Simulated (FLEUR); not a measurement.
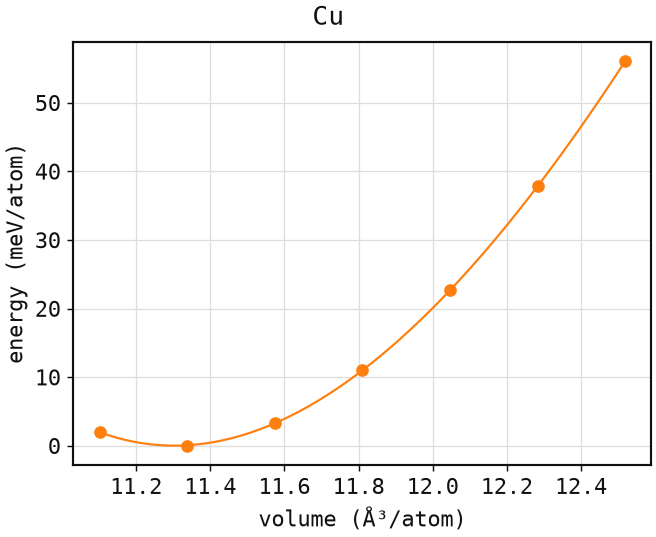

**Figure.** Energy against volume for Cu, space group Fm-3m (No. 225).

A third-order Birch–Murnaghan fit gives V0 = 11.30 Å³/atom, B0 = 169 GPa and B′ = 5.1. The energy is 1.95 meV/atom at volume 11.10 Å³/atom and 56.07 meV/atom at 12.52 Å³/atom; the lowest computed point is at volume 11.34 Å³/atom (0.04 meV/atom), and no other minimum shows.

Method: all-electron LAPW DFT, no spin polarisation; energies at scaled volumes of the given cell, shape and fractions fixed, counted from the fit's minimum, third-order Birch-Murnaghan fit (FLEUR MaX-R8.1 (later development tree)). Level: PBEsol.

k mesh 13×13×13; occupations Fermi–Dirac; smearing width 0.05 eV; potentials all electron; program settings basis FLAPW, kmax 4.47 1/bohr.

Cell as given: a = 2.556 Å, b = 2.556 Å, c = 2.556 Å, α = 60.00°, β = 60.00°, γ = 60.00°; 1 atom.
